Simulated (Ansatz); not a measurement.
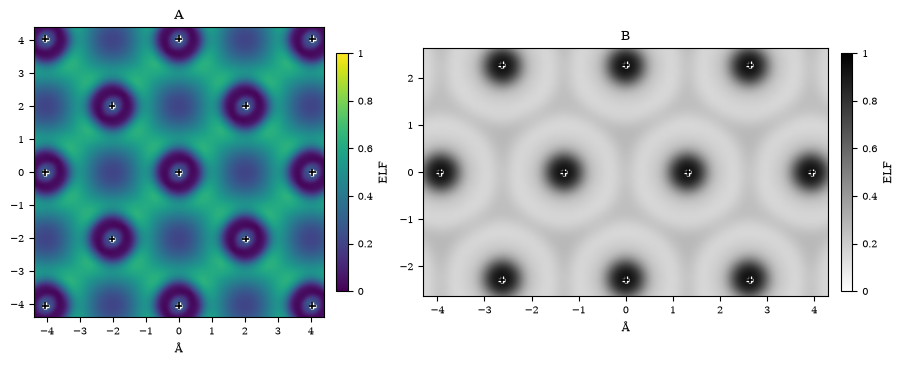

The electron localisation function of 2 systems, each on a plane through atoms (crosses mark nuclei in the plane).

All numbers below come from Ansatz, DFT PBEsol, scalar-relativistic, plane waves, PAW.

System 1: Al, the (010) plane of the conventional cell. Space group Fm-3m; computed without spin polarisation.

```cif
data_structure
_symmetry_space_group_name_H-M 'P 1'
_symmetry_Int_Tables_number 1
_cell_length_a 4.0480
_cell_length_b 4.0480
_cell_length_c 4.0480
_cell_angle_alpha 90.000
_cell_angle_beta 90.000
_cell_angle_gamma 90.000
_cell_volume 66.33
loop_
_atom_site_label
_atom_site_type_symbol
_atom_site_fract_x
_atom_site_fract_y
_atom_site_fract_z
_atom_site_occupancy
Al1 Al 0.00000 0.00000 0.00000 1
Al2 Al 0.50000 0.50000 0.00000 1
Al3 Al 0.50000 0.00000 0.50000 1
Al4 Al 0.00000 0.50000 0.50000 1
```

System 2: Cu, the (001) plane of the conventional cell. Space group P6₃/mmc; a structure from a database of computed crystals, not necessarily the ambient phase; changed on purpose from its base cell (strain +0.040 along x and y, +0.000 along z, atoms carried along); computed pressure about −11 GPa in this cell; computed without spin polarisation.

```
Cu
1.0
     2.63546    0.00000    0.00000
    -1.31773    2.28238    0.00000
     0.00000    0.00000    4.11257
Cu
2
Direct
  0.33333 0.66667 0.25000
  0.66667 0.33333 0.75000
```

> Which map belongs to which system?

Panel A is system 1, Al: the plane holds Al. Al–Al (2.86 Å): the ELF peaks at about 0.65 between the atoms. Panel B is system 2, Cu: the plane holds Cu. Cu–Cu (2.64 Å): the ELF is about 0.20 at the midpoint: no shared electron pair shows on this line.
